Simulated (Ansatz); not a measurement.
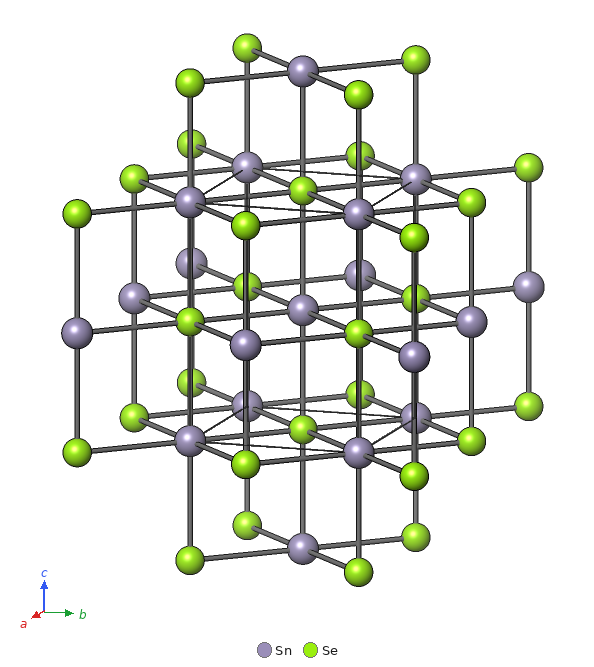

A ball-and-stick rendering, viewed slightly off an axis. The edges of the conventional unit cell are marked. The bonded neighbours beyond the faces are included.

SnSe, space group I4/mmm (No. 139), a = 4.246 Å, b = 4.246 Å, c = 5.820 Å, α = 90.00°, β = 90.00°, γ = 90.00°. Starting structure: a structure type filled with these elements by a generator (whether the compound takes this form wasn't checked). The cell was then strained or its atoms displaced on purpose. It was run through Ansatz as a DFT input.

This one geometry was computed with Ansatz (DFT, plane waves, PAW) at three levels of theory: PBE, r2SCAN and HSE06. It was relaxed with r2SCAN and then strained.

> Which level gives the highest pressure at this volume, and what does that say about its equilibrium volume?

Highest: PBE (3.3 GPa), which points to the largest equilibrium volume. Lowest, with the smallest volume: HSE06 (1.7 GPa). Levels within 0.5 GPa of each other can't be told apart.

> How does the band gap change with the level of theory?

HSE06: a gap of 0.09 eV, direct; r2SCAN: a gap of 0.11 eV, direct; PBE: a gap of 0.25 eV, direct.

> Collect the results in a table.

| level | cutoff (eV) | k-mesh of the run's cell | gap (eV) | pressure (GPa) |
| --- | --- | --- | --- | --- |
| PBE | 420 | 8×8×8 | 0.25 | 3.3 |
| r2SCAN | 500 | 8×8×8 | 0.11 | 2.3 |
| HSE06 | 420 | 6×6×6 | 0.09 | 1.7 |

Gaps are taken on the k-mesh or band path of each run.
